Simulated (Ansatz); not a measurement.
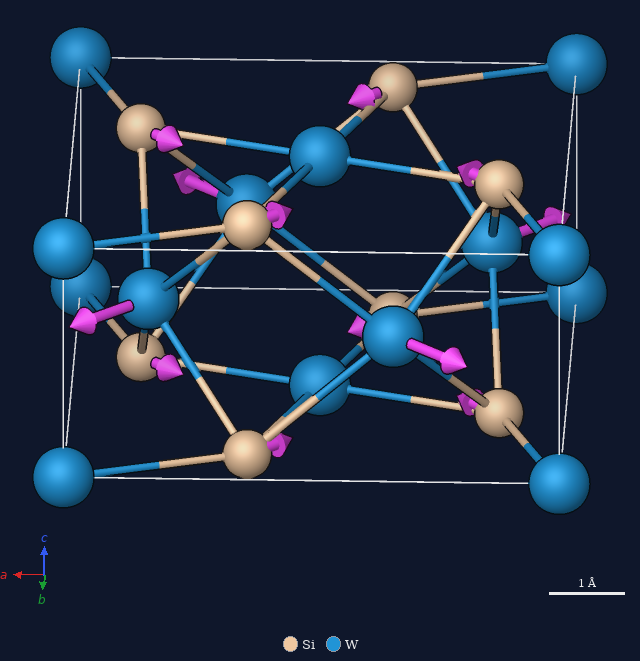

The lowest optical mode of crystalline Si2W3, space group P4/mbm (No. 127), at the zone centre. Displacements are drawn as pink arrows; their common scale and sign are arbitrary. Style: ball-and-stick. Shown: the cell of the calculation, from a free direction.

Method: DFT PBE, scalar-relativistic, plane waves, PAW (Ansatz 0.2.0). Set-up: plane-wave cutoff 420 eV; k-point mesh 6 × 6 × 12; occupations gaussian; smearing width 0.15 eV; no spin polarisation.

Is this crystal at a minimum with respect to the drawn distortion?

Yes: this softest mode has a real frequency, and so have all others here. That speaks for this wave vector alone: the rest of the zone wasn't checked in this run. This is the A₂g mode at 33 cm⁻¹, the lowest optical level, silent by symmetry (neither infrared- nor Raman-active). The W (2a) atoms stay at rest; atoms of one kind move against one another, with no net shift of any sublattice; it mainly bends the Si–Si, Si–W bonds; the kinetic energy is shared as W 96 %, Si 4 %.
